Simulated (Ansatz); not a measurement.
# Run report: HfO$_{2}$, single-point calculation

HfO$_{2}$ (3 atoms in the cell), computed with DFT PBE, scalar-relativistic, plane waves, PAW, no spin polarisation (Ansatz 0.2.0).

The structure derives from an entry of the Crystallography Open Database. It belongs to a series of runs on one base structure; here: atom 2 (O) moved by (-0.450, -0.225) A along y and z. Figures and captions count atoms from 1; the log counts them from 0 in places.

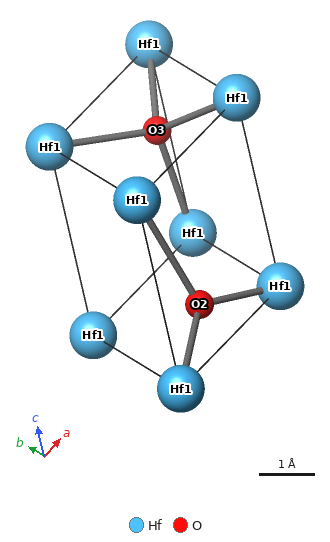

The structure as given in the input (ball-and-stick view of the cell of the calculation, set on other vectors, seen slightly off an axis; atoms are numbered from 1 in the order of the input). An atom can appear more than once, as a periodic image.

Key numbers

```json
{"quantity": "outcome", "value": "converged"}
{"quantity": "space group (tolerance 0.01 Å)", "value": "P1 (1)"}
{"quantity": "electrons treated", "value": "38"}
{"quantity": "free energy", "value": "−16859.9468 eV"}
{"quantity": "Fermi energy", "value": "17.495 eV"}
{"quantity": "gap on the k-point mesh", "value": "3.46 eV"}
{"quantity": "pressure", "value": "17.64 GPa"}
{"quantity": "largest force (length of the vector)", "value": "7.109 eV/Å"}
{"quantity": "hardware", "value": "1 thread of Intel Xeon (Sapphire Rapids), 32 GiB of memory available, shared host"}
{"quantity": "wall time", "value": "17 s"}
{"quantity": "peak memory", "value": "0.51 GiB"}
```

Remarks

Spin–orbit coupling is left out, which matters for Hf.

Input
```yaml
crystal:
  lattice:
    - [0.0, 2.5575, 2.5575]
    - [2.5575, 0.0, 2.5575]
    - [2.5575, 2.5575, 0.0]
  atoms:
    - { symbol: Hf, position: [0.0, 0.0, 0.0] }
    - { symbol: O, position: [0.1180351906, 0.2939882698, 0.2060117302] }
    - { symbol: O, position: [0.75, 0.75, 0.75] }
basis:
  ecutwfc: 420
kpoints:
  mp_grid: { grid: [8, 8, 8] }
hamiltonian:
  xc: pbe
scf:
  occupations: { method: gaussian, width: 0.05 }
output:
  forces: true
  stress: true
  eigenvalues: true
  write_density: true
  write_potential: true
  elf: true
  volumetric_format: npy
```

Launched with:
```bash
ansatz run input.yaml --threads 1 --pin off --max-ram 2560MiB --backend cpu --events-out ev --progress --plain --runs-dir out
```

Log
```
Engine: ansatz 0.2.0, x86_64-unknown-linux-gnu
Pseudopotentials: kind: paw
Pseudopotential: Hf, paw, valence charge 26, recommended cutoff 420 eV (normal), Hf.paw.azcp
Pseudopotential: O, paw, valence charge 6, recommended cutoff 420 eV (normal), O.paw.azcp
Functional definition: PBE
  parameter kappa = 0.804
  parameter beta = 0.06672455060314922
  exchange = pbe_x(kappa = kappa, mu = beta*pi^2/3)
  correlation = pbe_c(beta = beta)
Crystal: 3 atoms, lattice volume = 33.456 Å³
Basis set: ecut = 420 eV, 645 PW (Γ), exchange–correlation on 50×50×50 points (8 copies of the dense FFT grid, shifted against one another)
Bands: 23, of which v1, the nominal top of the filled ones, is band 19 counted from 1 (18 counted from 0)
Symmetry: 1 space group operations
Space group: P1 (ITA 1), of the structure as read, at distance tolerance 3.2e-5 Å
k-points: 260 of 512 (time reversal used)
Non-local potential: Hf, projectors of the file, l = 0: 3, l = 1: 2, l = 2: 2, l = 3: 3
Non-local potential: O, projectors of the file, l = 0: 2, l = 1: 2, l = 2: 1
PAW form: soft (Blöchl's): semilocal exchange-correlation on the pseudo side does not see the compensation charge
PAW one-centre angular grid: Hf, 590 points (default); XC on 64 Gauss nodes
PAW one-centre angular grid: O, 110 points (default); XC on 64 Gauss nodes
Initial density: superposition of atomic densities (neutral atoms: chi_scale 0, normalization atom), corrected by the library's trained network
Initial wavefunctions: pseudopotential atomic-orbital guess
Functional: x = pbe(κ = 0.804, μ = 0.2195149727645171), c = pbe(β = 0.06672455060314922)
SCF iter   1: F=—  HF=-16859.945096 eV  |F-HF|=—  |Δ(HF+E_count)|=         —  Δρ=3.37e-3  dr2=1.60e-3  ethr=1.77e-3  ⟨swp⟩=4.5  Hψ=21744  notcnv=0
preconditioner: auto → none  [insulator: Δε(μ)=3.461 eV  Ē_g=17.910 eV  σ=0.050 eV  W_gap=1.00  n_scr=14 (ndim 8)  ℏωp=38.5 eV  f_vac=0.065  D(μ)=0.00/eV (n_scr^D=0)  ε∞_Penn≈5.6]
SCF iter   2: F=—  HF=-16859.946358 eV  |F-HF|=—  |Δ(HF+E_count)|=   1.26e-3  Δρ=1.82e-3  dr2=5.38e-4  ethr=4.22e-6  ⟨swp⟩=2.1  Hψ=12741  notcnv=0
SCF iter   3: F=—  HF=-16859.946670 eV  |F-HF|=—  |Δ(HF+E_count)|=   3.12e-4  Δρ=1.10e-3  dr2=2.80e-4  ethr=1.42e-6  ⟨swp⟩=2.0  Hψ=9880  notcnv=0
SCF iter   4: F=—  HF=-16859.946705 eV  |F-HF|=—  |Δ(HF+E_count)|=   3.57e-5  Δρ=1.36e-4  dr2=2.64e-6  ethr=7.36e-7  ⟨swp⟩=2.0  Hψ=9849  notcnv=0
SCF iter   5: F=—  HF=-16859.946756 eV  |F-HF|=—  |Δ(HF+E_count)|=   5.08e-5  Δρ=4.40e-5  dr2=3.30e-7  ethr=6.94e-9  ⟨swp⟩=2.0  Hψ=10911  notcnv=0
SCF iter   6: F=—  HF=-16859.946757 eV  |F-HF|=—  |Δ(HF+E_count)|=   4.65e-7  Δρ=3.19e-5  dr2=2.74e-7  ethr=2.63e-10  ⟨swp⟩=9.7  Hψ=46247  notcnv=0
SCF iter   7: F=-16859.946757 eV  HF=-16859.946757 eV  |F-HF|=7.75e-9  |Δ(HF+E_count)|=   2.77e-8  Δρ=1.06e-5  dr2=2.80e-8  ethr=2.63e-10  ⟨swp⟩=6.3  Hψ=42300  notcnv=0
SCF 1 converged in 7 iterations: F = -16859.946757 eV  dr2 = 2.80e-8
  greatest PAW one-centre occupation: 0.999 electrons in one spin orbital (limit 2), on the Hf atom at site 0 (counted from 0), in its partial waves of l = 3
SCF converged after 7 iterations
Free energy (F): -16859.946757 eV
Harris-Foulkes:  -16859.946757 eV  (|F-HF|=7.75e-9)
Internal energy: -16859.946757 eV  (E = F + TS)
E sigma→0 (E₀):  -16859.946757 eV
Fermi energy:    17.495279 eV
--- Per-component energies (eV) ---
  E_band       = 36.584552
  E_kinetic    = 776.050451
  E_local      = -5906.328800  (includes V_loc(G=0)·N_el)
  E_nonlocal   = -1146.302153
  E_hartree    = 2708.063534
  E_xc         = -448.601318
  E_vxc        = -455.933482  (∫ρ·V_xc dr)
  E_paw        = -7243.829950  (= ΣΔE_a)
  E_vpaw       = 1352.968370  (= ΣTr[D̂ρ^β])
  E_aug_tail   = 0.004957  (compensation charges beyond the density's cutoff)
  E_ewald      = -5599.003478
  E_smearing   = -0.000000  (= −TS)
  E_closure    = -0.000000  (closes the sum)
  Σ components = -16859.946757   (vs F -16859.946757, Δ=0.00e0)
--- Forces (eV/Å), atoms counted from 1 ---
  atom   1  Hf    -2.53520526    -1.56978561    -1.52203818
  atom   2  O      2.89153594     5.69148113     3.12762409
  atom   3  O     -0.35638289    -4.12176831    -1.60564263
  max |Σ_I F_I| component: 7.28e-5 eV/Å
--- Stress (GPa, compression-positive) ---
       13.145154      10.825832      18.990483
       10.825830      25.951933       3.028433
       18.990482       3.028435      13.821564
  P = ⅓ Tr σ = 17.6396 GPa (176.396 kbar)
--- Band table (eV; the first three rows and the last of 260) ---
  k-point 0: bands = ["-45.3707", "-14.1167", "-14.0098", "-13.9454", "-3.3655", "-0.3349", "4.7389", "4.7563", "4.7678", "4.7939", "4.8274", "4.8770", "5.0466", "9.8937", "10.1449", "11.0388", "14.1442", "14.8606", "14.9969", "19.5844", "20.0676", "20.4620", "24.3437"]
  k-point 1: bands = ["-45.3689", "-14.1379", "-14.0331", "-13.9741", "-3.2002", "-0.4434", "4.7390", "4.7563", "4.7705", "4.7926", "4.8256", "4.8736", "5.0138", "10.0385", "10.3389", "11.2628", "13.9479", "14.6306", "14.7736", "19.6522", "20.3229", "20.9179", "24.0214"]
  k-point 2: bands = ["-45.3646", "-14.2243", "-14.0894", "-14.0032", "-2.8161", "-0.6619", "4.7388", "4.7535", "4.7755", "4.7949", "4.8218", "4.8672", "4.9540", "10.3661", "10.7026", "11.8326", "13.4848", "14.1630", "14.5269", "19.7136", "20.5808", "21.8663", "23.4064"]
  k-point 259: bands = ["-45.3567", "-14.6534", "-14.0590", "-14.0095", "-1.4510", "-1.0349", "4.7466", "4.7490", "4.7891", "4.8003", "4.8138", "4.8288", "4.8379", "10.9910", "11.7153", "11.9835", "13.1359", "13.2902", "13.8471", "19.8669", "20.7004", "21.6213", "22.9126"]
```

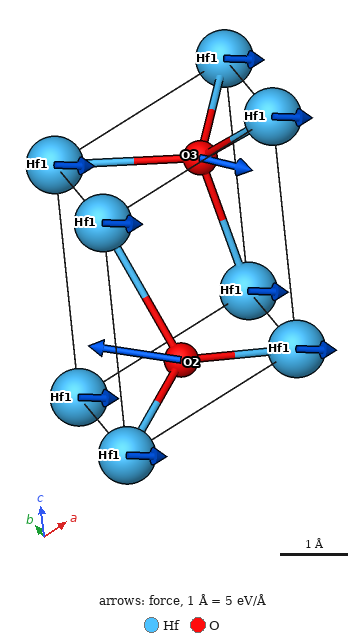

Forces on the atoms as blue arrows (ball-and-stick view of the cell of the calculation, set on other vectors, seen slightly off an axis; atoms are numbered from 1 in the order of the input). The largest act on O2 (7.11 eV/Å); O3 (4.44 eV/Å); Hf1 (3.35 eV/Å). The geometry is not a stationary point of this energy.

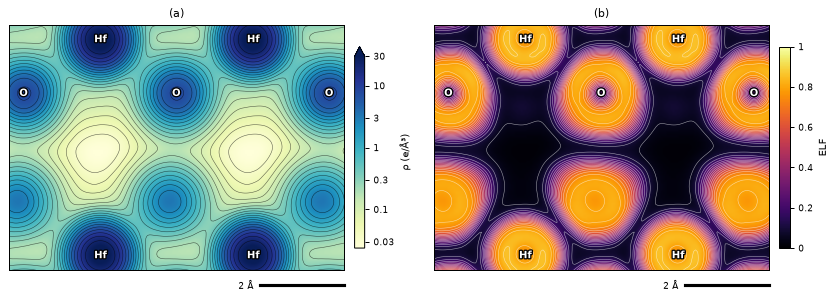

(a) valence pseudo-density; (b) ELF on the (11̄0) plane of the conventional cell. The section cuts through Hf and O sites. Away from the nuclei the density in this plane falls to 0.02 e/Å³ at its lowest. The strong features right at Hf lie inside the PAW spheres (semicore, d or f shells) and say nothing about bonding. In a PAW calculation such maps are meaningful between the atoms, not at the nuclei.

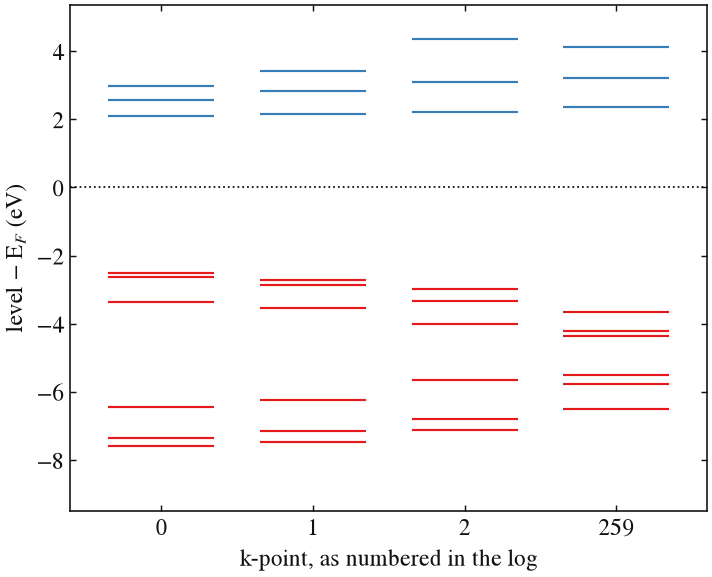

Kohn–Sham levels near the Fermi level (dotted) at the few k-points that the log prints; levels within 0.02 eV of each other stand side by side. Among these points the highest filled and lowest empty levels are 4.59 eV apart; the gap on the full mesh, 3.46 eV, has an edge at a point that isn't printed.
